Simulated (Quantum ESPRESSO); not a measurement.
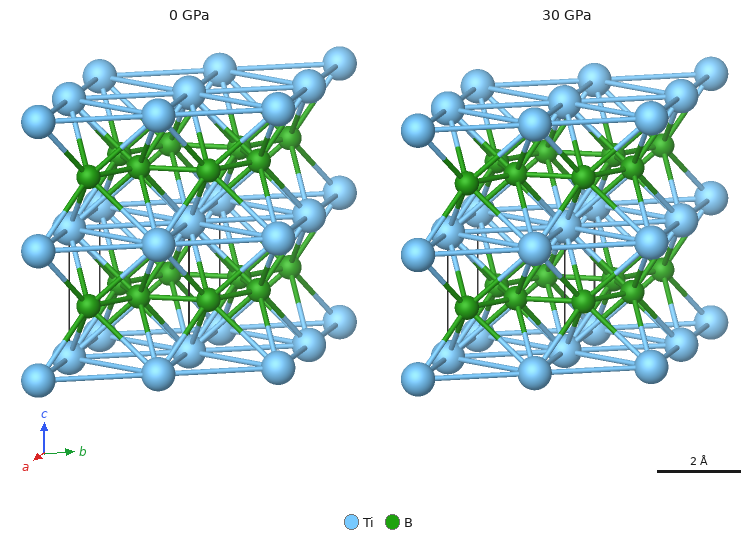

A crystal of TiB2 (set up in P6/mmm), relaxed (cell and atoms) at several target pressures. The picture shows the first and the last member. The picture is a ball-and-stick view of the cell of the calculation, repeated 2 × 2 × 2 with one cell outlined, seen slightly off an axis.

Computed with Quantum ESPRESSO 7.5: PBEsol, GBRV 1.5 PBEsol. Set-up: plane-wave cutoff 707.5 eV; k-point mesh 10 × 10 × 8; occupations fermi-dirac; smearing width 0.05 eV; no spin polarisation.

```
pressure (GPa)  volume (Å³/atom)  a (Å)  c (Å)
             0             8.379  3.017  3.189
             2             8.316  3.010  3.179
             5             8.226  3.001  3.165
            10                 ?      ?      ?
            20             7.837  2.958  3.102
            30             7.619  2.934  3.066
```

Estimate the missing row from the others, and compare with the calculation.

Murnaghan's form V = V₀(1 + B′P/B₀)^(−1/B′), with V₀ = 8.379 Å³ from the row at zero pressure, fits the other rows with B₀ = 263 GPa and B′ = 3.73 (largest miss 0.001 Å³). At 10 GPa it gives 8.379 × (1 + 3.73 × 10/263)^(−1/3.73) = 8.086 Å³ per atom. The calculation gives 8.086 Å³/atom (a = 2.986 Å, c = 3.142 Å). The estimate is right to the digits shown. From the first member to the last: Ti–Ti 3.189 → 3.066 Å, Ti–Ti 3.017 → 2.934 Å, B–Ti 2.361 → 2.285 Å.

The whole series:

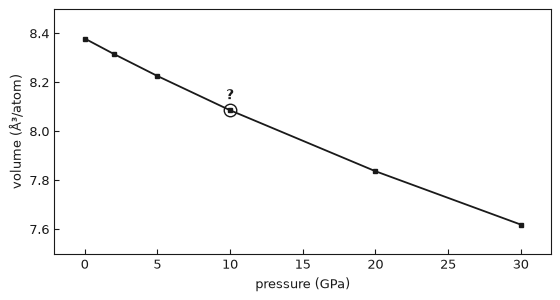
